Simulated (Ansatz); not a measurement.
# Single-point calculation of Ti3Al5

- system: Ti3Al5 (Pmmm, 8 atoms in the cell)
- method: DFT r2SCAN, scalar-relativistic, plane waves, PAW, no spin polarisation (Ansatz 0.2.0)

The structure derives from a Materials Project entry. Figures and captions count atoms from 1; the log counts them from 0 in places.

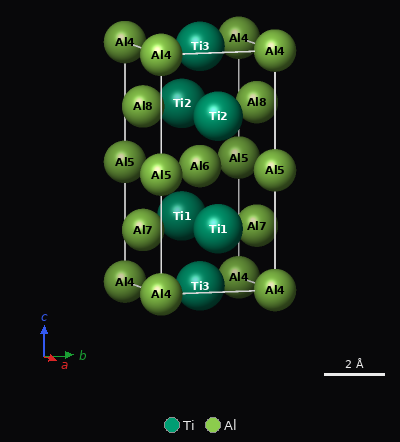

The input geometry (spheres-only view of the cell of the calculation, seen slightly off an axis; atoms are numbered from 1 in the order of the input). An atom can appear more than once, as a periodic image.

**Key numbers**

- outcome: converged
- space group (tolerance 0.01 Å): Pmmm (47)
- electrons treated: 51
- free energy: −10218.7739 eV
- Fermi energy: 10.591 eV
- gap on the k-point mesh: none (metallic)
- pressure: 0.19 GPa
- largest force (length of the vector): 0.015 eV/Å
- hardware: 2 threads of Oxide Virtual Turin-like (Zen 5), 32 GiB of memory available, shared host
- wall time: 8.6 s (CPU time 16 s)
- peak memory: 0.69 GiB

**Input**
```yaml
crystal:
  lattice:
    - [3.90101378, 0.0, 0.0]
    - [0.0, 4.01393894, 0.0]
    - [0.0, 0.0, 8.0832905]
  atoms:
    - { symbol: Ti, position: [0.0, 0.5, 0.26506523] }
    - { symbol: Ti, position: [0.0, 0.5, 0.73493477] }
    - { symbol: Ti, position: [0.5, 0.5, 0.0] }
    - { symbol: Al, position: [0.0, 0.0, 0.0] }
    - { symbol: Al, position: [0.0, 0.0, 0.5] }
    - { symbol: Al, position: [0.5, 0.5, 0.5] }
    - { symbol: Al, position: [0.5, 0.0, 0.24223368] }
    - { symbol: Al, position: [0.5, 0.0, 0.75776632] }
basis:
  ecutwfc: 500
kpoints:
  mp_grid: { grid: [6, 4, 2] }
hamiltonian:
  xc: r2scan
scf:
  occupations: { method: gaussian, width: 0.1 }
output:
  forces: true
  stress: true
  eigenvalues: true
```

Command:
```bash
ansatz run input.yaml --threads 2 --pin off --max-ram 5120MiB --backend cpu --events-out ev --progress --plain --runs-dir out
```

**The program's output**
```
Engine: ansatz 0.2.0, x86_64-unknown-linux-gnu
Pseudopotentials: kind: paw
Pseudopotential: Ti, paw, valence charge 12, recommended cutoff 500 eV (meta_gga), Ti.paw.azcp
Pseudopotential: Al, paw, valence charge 3, recommended cutoff 500 eV (meta_gga), Al.paw.azcp
Functional definition: r2SCAN
  parameter k0 = 0.174
  parameter k1 = 0.065
  parameter a1 = 4.9479
  exchange = r2scan_x(k0 = k0, k1 = k1, a1 = a1)
  correlation = r2scan_c
Crystal: 8 atoms, lattice volume = 126.572 Å³
Basis set: ecut = 500 eV, 3201 PW (Γ), exchange–correlation on 120×120×240 points (64 copies of the dense FFT grid, shifted against one another)
Bands: 34, of which v1, the nominal top of the filled ones, is band 26 counted from 1 (25 counted from 0)
Symmetry: 8 space group operations
Space group: Pmmm (ITA 47), of the structure as read, at distance tolerance 5.0e-5 Å
k-points: 24 of 48
Non-local potential: Ti, projectors of the file, l = 0: 3, l = 1: 2, l = 2: 3, l = 3: 1
Non-local potential: Al, projectors of the file, l = 0: 2, l = 1: 2, l = 2: 1
PAW form: soft (Blöchl's): semilocal exchange-correlation on the pseudo side does not see the compensation charge
PAW frozen core: Ti, regenerated for the run's functional (the file was generated under x = pbe(κ = 0.804, μ = 0.2195149727645171), c = pbe(β = 0.06672455060314922))
PAW frozen core: Al, regenerated for the run's functional (the file was generated under x = pbe(κ = 0.804, μ = 0.2195149727645171), c = pbe(β = 0.06672455060314922))
PAW one-centre angular grid: Ti, 590 points (default); XC on 160 Gauss nodes
PAW one-centre angular grid: Al, 302 points (default); XC on 160 Gauss nodes
Initial density: superposition of atomic densities (neutral atoms: chi_scale 0, normalization atom), corrected by the library's trained network
Initial wavefunctions: pseudopotential atomic-orbital guess
Functional: x = r2scan, c = r2scan; τ floored in thin density (d = 2e-4 eV/Å³)
SCF iter   1: F=—  HF=-10218.671927 eV  |F-HF|=—  |Δ(HF+E_count)|=         —  Δρ=1.18e-2  dr2=2.19e-1  dr2_τ=6.79e-2  ethr=1.77e-3  ⟨swp⟩=6.7  Hψ=3773  notcnv=0
preconditioner: auto → Kerker (q_TF=auto, 2.345 Å⁻¹)  [metal: Δε(μ)=0.015 eV  Ē_g=5.050 eV  σ=0.100 eV  W_gap=0.08  n_scr=30 (ndim 8)  ℏωp=17.2 eV  f_vac=0.000  D(μ)=7.03/eV (n_scr^D=58)]
SCF iter   2: F=—  HF=-10218.780057 eV  |F-HF|=—  |Δ(HF+E_count)|=   1.08e-1  Δρ=6.83e-3  dr2=8.41e-2  dr2_τ=7.56e-3  ethr=4.30e-4  ⟨swp⟩=2.6  Hψ=1750  notcnv=0  defer=47
SCF iter   3: F=—  HF=-10218.775792 eV  |F-HF|=—  |Δ(HF+E_count)|=   4.27e-3  Δρ=3.65e-3  dr2=3.73e-2  dr2_τ=1.23e-3  ethr=1.65e-4  ⟨swp⟩=2.0  Hψ=1092  notcnv=0  defer=47
SCF iter   4: F=—  HF=-10218.774271 eV  |F-HF|=—  |Δ(HF+E_count)|=   1.52e-3  Δρ=1.76e-3  dr2=5.28e-3  dr2_τ=1.58e-4  ethr=7.32e-5  ⟨swp⟩=1.9  Hψ=812  notcnv=0  defer=47
SCF iter   5: F=—  HF=-10218.773941 eV  |F-HF|=—  |Δ(HF+E_count)|=   3.30e-4  Δρ=4.91e-4  dr2=4.89e-4  dr2_τ=6.65e-6  ethr=1.04e-5  ⟨swp⟩=2.6  Hψ=1177  notcnv=0  defer=47
SCF iter   6: F=—  HF=-10218.773856 eV  |F-HF|=—  |Δ(HF+E_count)|=   8.43e-5  Δρ=1.14e-4  dr2=3.49e-5  dr2_τ=6.51e-7  ethr=9.59e-7  ⟨swp⟩=2.2  Hψ=1090  notcnv=0  defer=47
SCF iter   7: F=—  HF=-10218.773858 eV  |F-HF|=—  |Δ(HF+E_count)|=   1.86e-6  Δρ=1.59e-5  dr2=4.63e-7  dr2_τ=1.60e-8  ethr=6.83e-8  ⟨swp⟩=2.0  Hψ=896  notcnv=0  defer=47
SCF iter   8: F=-10218.773858 eV  HF=-10218.773858 eV  |F-HF|=6.15e-9  |Δ(HF+E_count)|=  9.26e-10  Δρ=2.94e-6  dr2=1.56e-8  dr2_τ=4.96e-10  ethr=1.96e-10  ⟨swp⟩=9.2  Hψ=3313  notcnv=0
SCF 1 converged in 8 iterations: F = -10218.773858 eV  dr2 = 1.56e-8
  greatest PAW one-centre occupation: 1.001 electrons in one spin orbital (limit 2), on the Ti atom at site 2 (counted from 0), in its partial waves of l = 1
```

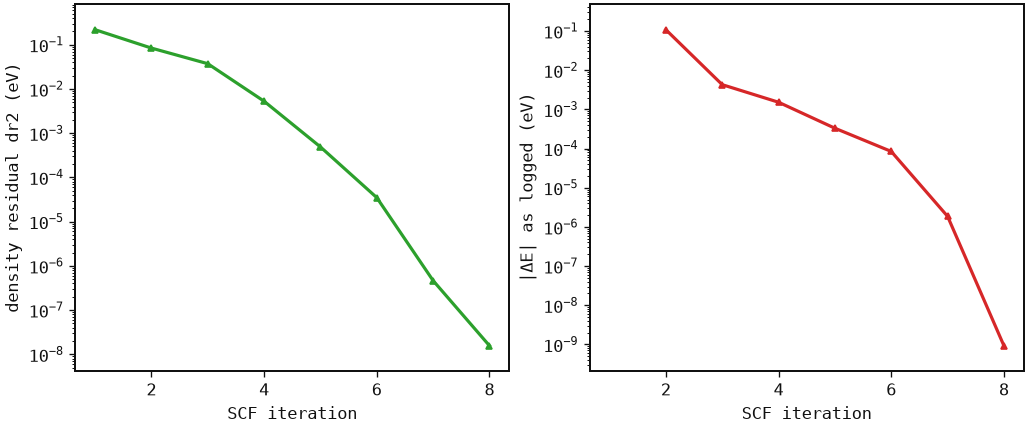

Convergence of the self-consistent field: density residual dr2 and size of the energy change against the SCF iteration. The residual falls at every step.

```
SCF converged after 8 iterations
Free energy (F): -10218.773858 eV
Harris-Foulkes:  -10218.773858 eV  (|F-HF|=6.15e-9)
Internal energy: -10218.738795 eV  (E = F + TS)
E sigma→0 (E₀):  -10218.756327 eV
Entropy (-TS):   -0.035063 eV (-4.383 meV/atom)
Fermi energy:    10.590847 eV
--- Per-component energies (eV) ---
  E_band       = -523.094729
  E_kinetic    = 939.934807
  E_local      = -3502.651769  (includes V_loc(G=0)·N_el)
  E_nonlocal   = 73.432408
  E_hartree    = 1525.799564
  E_xc         = -465.607547
  E_vxc        = -558.249880  (∫ρ·V_xc dr)
  E_paw        = -5538.301694  (= ΣΔE_a)
  E_vpaw       = -560.567080  (= ΣTr[D̂ρ^β])
  E_aug_tail   = 0.000274  (compensation charges beyond the density's cutoff)
  E_vtau       = 33.408871  (kinetic-family band-sum trace: ∫τ·v_τ [+ j·A + Jᵃ·Aᵃ] dr)
  E_ewald      = -3250.283926
  E_core_change = -1.060912  (= ΣΔE_core)
  E_smearing   = -0.035063  (= −TS)
  E_closure    = -0.000000  (closes the sum)
  Σ components = -10218.773858   (vs F -10218.773858, Δ=0.00e0)
--- Forces (eV/Å), atoms counted from 1 ---
  atom   1  Ti     0.00000000     0.00000000    -0.01030441
  atom   2  Ti    -0.00000000     0.00000000     0.01030441
  atom   3  Ti     0.00000000     0.00000000    -0.00000000
  atom   4  Al    -0.00000000     0.00000000     0.00000000
  atom   5  Al    -0.00000000     0.00000000     0.00000000
  atom   6  Al    -0.00000000     0.00000000     0.00000000
  atom   7  Al     0.00000000     0.00000000     0.01544188
  atom   8  Al    -0.00000000     0.00000000    -0.01544188
  max |Σ_I F_I| component: 1.73e-18 eV/Å
--- Stress (GPa, compression-positive) ---
       -0.118808       0.000000       0.000000
        0.000000       0.211618      -0.000000
        0.000000      -0.000000       0.462199
  P = ⅓ Tr σ = 0.1850 GPa (1.850 kbar)
--- Band table (eV; the first three rows and the last of 24) ---
  k-point 0: bands = ["-48.4507", "-48.4434", "-48.2888", "-23.7789", "-23.7699", "-23.7028", "-23.6809", "-23.6554", "-23.6308", "-23.6208", "-23.4287", "-23.3651", "0.0687", "2.5840", "2.8902", "7.5401", "8.2303", "8.4421", "8.6945", "8.8224", "9.4415", "9.5267", "9.8720", "9.9061", "9.9341", "10.2122", "10.7583", "11.3678", "11.4572", "11.4913", "11.8346", "12.1856", "12.1903", "13.3306"]
  k-point 1: bands = ["-48.4499", "-48.4442", "-48.2888", "-23.7777", "-23.7712", "-23.7165", "-23.6799", "-23.6382", "-23.6307", "-23.6221", "-23.4284", "-23.3687", "0.3398", "1.3228", "5.2714", "5.4894", "8.4367", "8.4456", "8.7437", "8.7933", "8.9578", "9.8652", "9.9048", "9.9367", "10.0294", "10.2367", "10.8383", "11.2890", "11.4956", "11.5394", "11.5879", "12.2865", "13.2477", "13.3109"]
  k-point 2: bands = ["-48.4503", "-48.4430", "-48.2885", "-23.7886", "-23.7785", "-23.7020", "-23.6802", "-23.6543", "-23.6392", "-23.6202", "-23.4282", "-23.3645", "0.6791", "3.0432", "3.4288", "5.4206", "7.6126", "7.7451", "7.9251", "8.7543", "8.8129", "9.5228", "9.9851", "10.2975", "10.5132", "10.7860", "10.7862", "11.5402", "11.8630", "12.0405", "12.2630", "12.2714", "12.7923", "13.1624"]
  k-point 23: bands = ["-48.4425", "-48.4419", "-48.2937", "-23.7861", "-23.7846", "-23.7341", "-23.7223", "-23.6537", "-23.6479", "-23.6411", "-23.4065", "-23.3507", "4.0010", "4.7630", "4.8080", "4.9600", "5.0648", "6.1322", "7.3205", "7.9803", "8.0514", "8.3628", "8.5571", "8.8625", "9.4566", "9.7818", "10.2614", "12.0609", "12.0705", "12.1648", "12.4502", "12.5157", "12.5206", "12.5652"]
```
